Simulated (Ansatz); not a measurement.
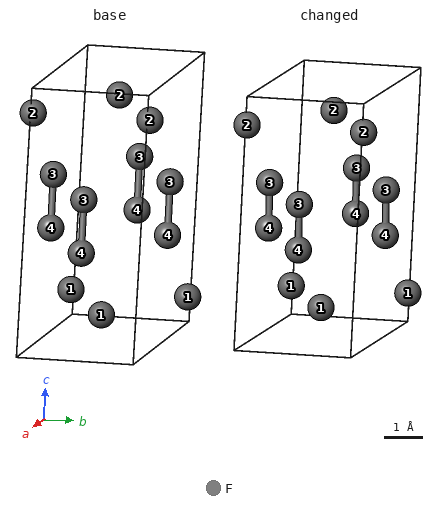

Left: a symmetric starting cell of F. Right: the same structure after one change, at the same scale. Style: ball-and-stick. Shown: the conventional cell (2 times the calculation's cell), slightly off an axis. Lengths and directions refer to the drawn axes.

The calculation used DFT PBE, scalar-relativistic, plane waves, PAW (Ansatz 0.2.0). Set-up: plane-wave cutoff 420 eV; k-point mesh 10 × 10 × 4; occupations gaussian; smearing width 0.02 eV; no spin polarisation.

> Which change leads from the left to the right?

The cell is strained by +4.3 % along [3 0 1], −0.1 % along b, −6.2 % along [1 0 −3] (volume −2.3 %) and atoms are displaced by up to 0.19 Å (root mean square over those that move 0.14 Å) relative to the cell: F2 0.19 Å along [3 0 −2]. No relaxation follows. The starting cell wasn't computed here and needn't be at equilibrium, so pressure and forces aren't due to the change alone.

> What does the change do?

The pressure is 7.8 GPa (not all of it need come from the change, since the unchanged cell can be under pressure at this level too). The principal stresses (compression positive) are 21.6 GPa along c, 1.0 GPa along b, 0.7 GPa along a. The largest forces, 10 eV/Å, act on F3 and F4; on F3 it points roughly along +c. The forces point partly back along the displacements (cosine −0.43). Among the bonded contacts that change: F–F 1.443 → 1.242 to 1.572 Å. The space group stays C2/m (No. 12).
